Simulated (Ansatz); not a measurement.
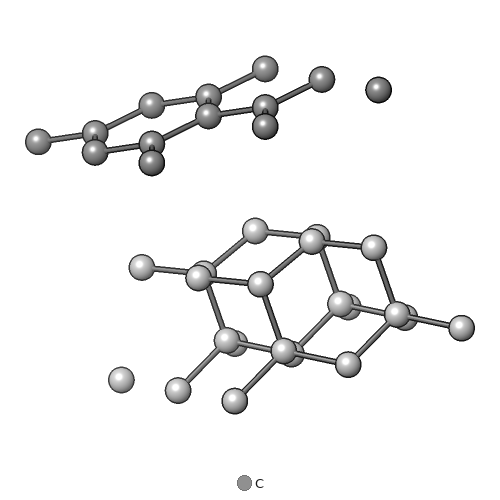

The system is Si on a C(111) slab cut from the Fd-3m phase, its upper half relaxed before the scan (24 atoms of substrate and one adsorbate in a 2 × 2 cell); the picture shows it without the atoms that are moved over the map. 
- Si is moved over the surface cell at a fixed height above a rigid substrate; the origin of the map has the adsorbate above C21; the height is held at 3.10 Å.
- Places are given modulo a cell vector. The map is drawn in real space over the plane of the surface.
- The scan uses a 6 × 6 grid; 10 points were computed and 26 follow by symmetry.
- Places are given in fractions of the 1 × 1 surface cell.
- Energies: meV, counted from the lowest grid point.
- At a fixed height the lowest place need not be the adsorption site.
- Level of theory: Ansatz 0.2.0, DFT PBE+D3(BJ), scalar-relativistic, plane waves, PAW. Settings: cutoff 420 eV, k-mesh 6×6×1, gaussian smearing 0.05 eV, spin-polarised.

Range: position of Si25 along the first surface vector from 0.000 to 0.833; position of Si25 along the second surface vector from 0.000 to 0.833.

What will the energy surface look like?

The lowest grid point is at (2/6, 1/6) of the cell vectors [nearest 1 C at 3.18 Å]; the map holds 3 wells of about this depth. The highest grid point, a sixfold hollow over a second-layer C atom, (4/6, 2/6) of the cell vectors, lies 25.6 meV above the lowest. On the interpolated surface the easiest way out of the lowest well to a well of about the same depth near (5/6, 1/6) of the cell vectors [nearest 1 C at 3.18 Å] passes a barrier of about 1.6 meV, counted from the interpolated bottom of the well. At the lowest point the adsorbate has 1 C at 3.18 Å as nearest neighbours, at the highest 6 C at 3.43 Å.

| second ↓, first → | 0/6 | 1/6 | 2/6 | 3/6 | 4/6 | 5/6 |
| --- | --- | --- | --- | --- | --- | --- |
| 5/6 | 2.2 | 5.6 | 15.9 | 15.9 | 5.6 | 2.2 |
| 4/6 | 1.3 | 15.9 | 17.8 | 15.9 | 1.3 | 0.0 |
| 3/6 | 1.2 | 15.9 | 15.9 | 1.2 | 4.3 | 4.3 |
| 2/6 | 1.3 | 5.6 | 1.3 | 4.3 | 25.6 | 4.3 |
| 1/6 | 2.2 | 2.2 | 0.0 | 4.3 | 4.3 | 0.0 |
| 0/6 | 3.3 | 2.2 | 1.3 | 1.2 | 1.3 | 2.2 |

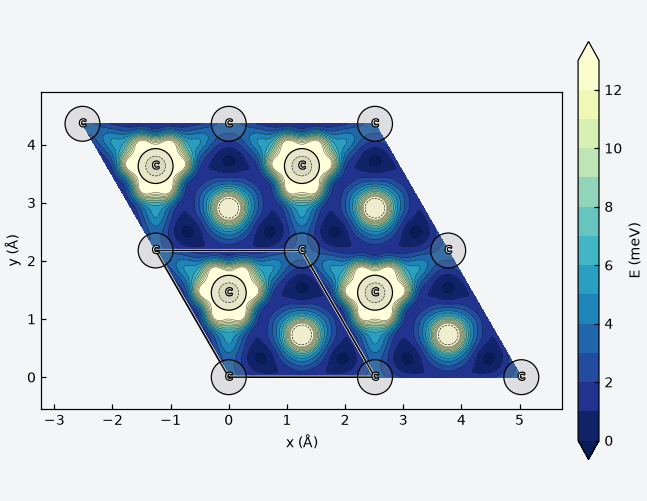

Drawn: filled contours, labelled circles for the atoms of the top layer and small ones for the second layer, the outline of one cell of the 2 × 2 shown, one colour for all values above the top of the scale. Between grid points the surface is interpolated.

Each point was launched as `ansatz run input.yaml --threads 2 --pin off --max-ram 6144MiB --backend cpu --events-out ev --progress --plain --runs-dir out`. The whole map (10 points run) took 36 min on 2 threads of Arm Neoverse V2, on a shared host.

PAW datasets: the set soft_1.
